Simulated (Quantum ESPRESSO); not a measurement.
# GaN (F-43m): phonon deformation potentials, worked out

How far does biaxial strain in the (001) plane shift the zone-centre optical mode of GaN (F-43m)?

Program: Quantum ESPRESSO 7.5. Level of theory: DFT LDA, scalar-relativistic, plane waves, JTH PAW pseudopotentials. Results are calculated unless marked as measured.

## (1) The relaxed structure

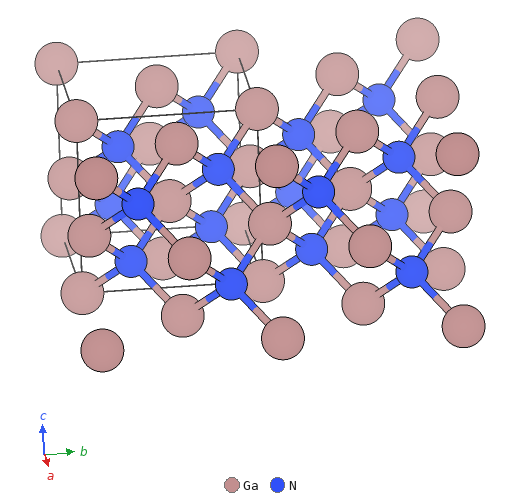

The starting structure, seen slightly off an axis (gallium pink, nitrogen blue). 2×2×1 cells are drawn. This picture shows the conventional cell, with its axes. Bonds to atoms that aren't drawn are left out. Some periodic images of atoms are drawn too.

As a file:

```xyz
2
Lattice="-2.2276 0.0000 2.2276 0.0000 2.2276 2.2276 -2.2276 2.2276 0.0000" Properties=species:S:1:pos:R:3 pbc="T T T"
Ga    0.0000    0.0000    0.0000
N    -3.3414    3.3414    3.3414
```

This is the cell after its relaxation at this level of theory, not the database cell from which that began.

## (2) Uniaxial strain

The relaxed cell is stretched along z alone. This keeps all atoms on sites fixed by symmetry and splits the threefold mode into a singlet, polarised along z, and a doublet. The macroscopic field is left out, so these are transverse modes. Cutoff 60 Ry, k mesh 12×12×12.

From the response at ε_zz = 0.01:

Log:

```text
[banners, grids, parts of the stress and lines that vanish by symmetry left out]
Program PHONON v.7.5
     Reading xml data from directory:

[...]
Exchange-correlation= PW
                           (   1   4   0   0   0   0   0)
[...]
kinetic-energy cut-off    =      60.0000  Ry
     charge density cut-off    =     480.0000  Ry
     convergence threshold     =      1.0E-18
[...]
Exchange-correlation= PW
                           (   1   4   0   0   0   0   0)
[...]
q = (   0.0000000   0.0000000   0.0000000 )
      9 Sym.Ops. (with q -> -q+G )
     G cutoff =  435.2472  (  26701 G-vectors)     FFT grid: ( 45, 45, 45)
     G cutoff =  217.6236  (   9433 G-vectors)  smooth grid: ( 30, 30, 30)
     number of k points=   163
[...]
Mode symmetry, D_2d (-42m) point group:
[...]
Representation #   1 mode #   1
[...]
End of self-consistent calculation
     Convergence has been achieved
     Representation #   2 mode #   2
[...]
End of self-consistent calculation
     Convergence has been achieved
     Representation #   3 modes #   3   4
[...]
End of self-consistent calculation
     Convergence has been achieved
     Representation #   4 modes #   5   6
[...]
End of self-consistent calculation
     Convergence has been achieved
[...]
q = (    0.000000000   0.000000000   0.000000000 )
[...]
freq (    1) =       0.078571 [THz] =       2.620849 [cm-1]
     freq (    2) =       0.084166 [THz] =       2.807480 [cm-1]
     freq (    3) =       0.084166 [THz] =       2.807480 [cm-1]
     freq (    4) =      16.311382 [THz] =     544.089137 [cm-1]
     freq (    5) =      16.311382 [THz] =     544.089137 [cm-1]
     freq (    6) =      16.404165 [THz] =     547.184036 [cm-1]
[...]
Mode symmetry, D_2d (-42m) point group:
     freq (   1-   1) =          2.6  [cm-1]   --> B_2  X_3  W_2   I+R
     freq (   2-   3) =          2.8  [cm-1]   --> E    X_5  W_3   I+R
     freq (   4-   5) =        544.1  [cm-1]   --> E    X_5  W_3   I+R
     freq (   6-   6) =        547.2  [cm-1]   --> B_2  X_3  W_2   I+R

   JOB DONE.
```

| ε_zz | singlet (cm⁻¹) | doublet (cm⁻¹) | σ_zz (GPa) | σ_xx (GPa) |
| --- | --- | --- | --- | --- |
| -0.01 | 559.27 | 562.82 | -3.197 | -1.931 |
| -0.005 | 556.36 | 558.08 | -1.729 | -1.087 |
| 0 | 553.37 | 553.37 | -0.272 | -0.272 |
| 0.005 | 550.31 | 548.71 | 1.172 | 0.513 |
| 0.01 | 547.18 | 544.09 | 2.604 | 1.270 |

Stress is counted positive in tension.

## (3) The fit

To first order ω² − ω₀² = p ε_zz + q (ε_xx + ε_yy) for the mode along z, and likewise for x and y. With ε_zz alone the singlet gives p and the doublet q.

The linear terms of parabolas through ω² are p = -2.18 ω₀² and q = -3.39 ω₀², with ω₀ = 553.4 cm⁻¹. Those of the stresses are C11 = 290 GPa and C12 = 160 GPa. Under hydrostatic strain p and q imply γ = −(p + 2q)/(6 ω₀²) = 1.49.

A layer held to an in-plane strain ε and free along z takes ε_zz = −2 (C12/C11) ε = -1.103 ε. To first order the singlet then shifts by (q − p C12/C11) ε / ω₀ = -1206 ε cm⁻¹. For ε = 0.006, ε_zz = -0.00662, the formulas for ω² predict 546.08 cm⁻¹ for the singlet and 550.32 cm⁻¹ for the doublet.

## (4) A biaxially strained cell

This run was no part of the fit.

Log:

```text
[banners, grids, parts of the stress and lines that vanish by symmetry left out]
[banner, memory and clock lines left out]
Program PHONON v.7.5

[...]
Exchange-correlation= PW
                           (   1   4   0   0   0   0   0)
[...]
kinetic-energy cut-off    =      60.0000  Ry
     charge density cut-off    =     480.0000  Ry
     convergence threshold     =      1.0E-18
[...]
Exchange-correlation= PW
                           (   1   4   0   0   0   0   0)
[...]
q = (   0.0000000   0.0000000   0.0000000 )
      9 Sym.Ops. (with q -> -q+G )
     G cutoff =  430.6665  (  26549 G-vectors)     FFT grid: ( 45, 45, 45)
     G cutoff =  215.3333  (   9425 G-vectors)  smooth grid: ( 30, 30, 30)
     number of k points=   163
[...]
Mode symmetry, D_2d (-42m) point group:
[...]
Representation #   1 mode #   1
[...]
End of self-consistent calculation
     Convergence has been achieved
     Representation #   2 mode #   2
[...]
End of self-consistent calculation
     Convergence has been achieved
     Representation #   3 modes #   3   4
[...]
End of self-consistent calculation
     Convergence has been achieved
     Representation #   4 modes #   5   6
[...]
End of self-consistent calculation
     Convergence has been achieved
[...]
q = (    0.000000000   0.000000000   0.000000000 )
[...]
freq (    1) =       0.035147 [THz] =       1.172380 [cm-1]
     freq (    2) =       0.045965 [THz] =       1.533231 [cm-1]
     freq (    3) =       0.045965 [THz] =       1.533231 [cm-1]
     freq (    4) =      16.373863 [THz] =     546.173285 [cm-1]
     freq (    5) =      16.494943 [THz] =     550.212062 [cm-1]
     freq (    6) =      16.494943 [THz] =     550.212062 [cm-1]
[...]
Mode symmetry, D_2d (-42m) point group:
     freq (   1-   1) =          1.2  [cm-1]   --> B_2  X_3  W_2   I+R
     freq (   2-   3) =          1.5  [cm-1]   --> E    X_5  W_3   I+R
     freq (   4-   4) =        546.2  [cm-1]   --> B_2  X_3  W_2   I+R
     freq (   5-   6) =        550.2  [cm-1]   --> E    X_5  W_3   I+R
```

| mode | predicted (cm⁻¹) | run (cm⁻¹) |
| --- | --- | --- |
| singlet | 546.08 | 546.17 |
| doublet | 550.32 | 550.21 |

The stress along z is -0.257 GPa and that in the plane 1.344 GPa; the unstrained cell carries -0.272 GPa.

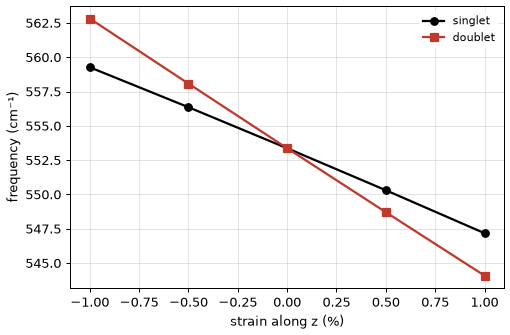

The two components under uniaxial strain.

## (5) Results

- p (in units of the squared frequency): -2.185
- q (same units): -3.386
- shift of the singlet per unit of biaxial strain: -1206 cm⁻¹
- C11 and C12: 290 and 160 GPa

**Reading.** To first order, one per cent of tensile biaxial strain moves the singlet of GaN (F-43m) by -12.1 cm⁻¹ and the doublet by -5.1 cm⁻¹; the formulas miss the test run by up to 0.11 cm⁻¹. In backscattering from (001) the mode polarised along z is the one seen in diamond and zinc-blende crystals; in a polar crystal it is the LO mode, whose potentials differ somewhat from these. The third potential, r, needs shear strain and a relaxation of the atoms, which was not run. These are harmonic values at zero temperature.

[Host names and launcher messages were left out of these logs when they were recorded.]

[Logs are printed without paths, hosts, clocks, repeated set-up lines and the standing remarks that a program may print on its own settings, such as how far it seeks lower states.]

[Hosts, paths, dates, database ids (printed as entryN), source tags and the programs' standing remarks are cut or masked in the printed files.]
